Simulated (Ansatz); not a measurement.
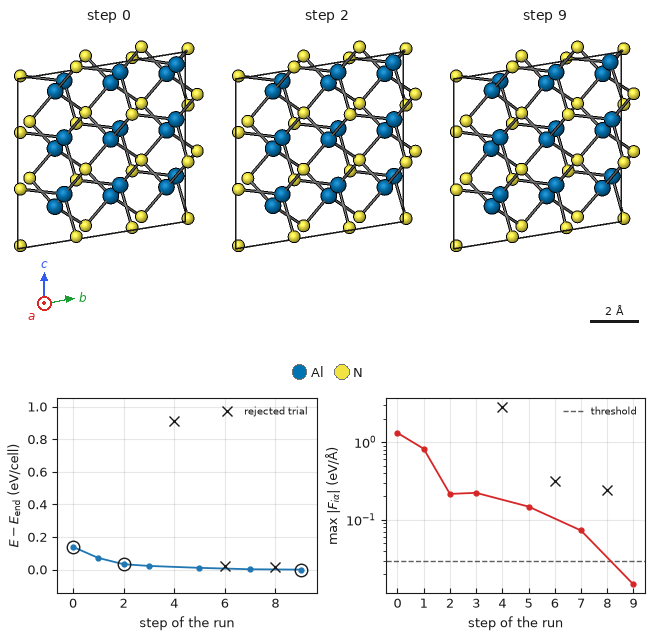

Frames of a relaxation of a defect cell of composition Al$_{18}$N$_{17}$, marked on the history of the run. The picture is a ball-and-stick view of the cell of the calculation, reduced to other axes, seen along the a axis. Lengths and directions refer to the drawn axes.

Level of theory: DFT PBEsol, scalar-relativistic, plane waves, PAW in Ansatz. (plane-wave cutoff 420 eV; k-point mesh 2 × 2 × 2; occupations gaussian; smearing width 0.02 eV; mesh shifted by (0.5, 0.5, 0.5); collinear spin; atoms relaxed in a fixed cell; force threshold 0.03 eV/Å; at most 40 steps)

Q: What happens along the run?

A: The atom that moves furthest is an Al atom (0.15 Å roughly along [1 −2 2]). Largest moves by element: Al 0.15 Å, N 0.08 Å. The lattice vectors keep their values. Near-neighbour distances that change, for instance: Al–N 1.820 → 1.902 Å, Al–N 1.920 → 1.883 Å, Al–N 1.861 → 1.890 Å, Al–N 1.892 → 1.914 Å. Among the angles between lasting bonds that change: N–Al–N 114.0° → 107.5°, Al–N–Al 112.8° → 107.6°, Al–N–Al 109.9° → 113.7°. The energy falls by 0.140 eV per cell of the calculation in 6 accepted moves (9 points after the start). Largest force component: 1.3 eV/Å at the start, 0.015 eV/Å at the end. The line search rejected the trial steps at points 4, 6, 8 of the run. Cost: 96 s on 8 threads of Arm Neoverse V1 (shared host), peak memory 1.6 GiB. From step 0 to 2: an Al atom moves most (0.11 Å), energy −0.106 eV per cell of the calculation. From step 2 to 9: Al atoms move most (0.06 Å), energy −33.2 meV per cell of the calculation.

Limits of the set-up: the periodic images lie only 7.3 Å apart, so the values are limited by the cell's size.
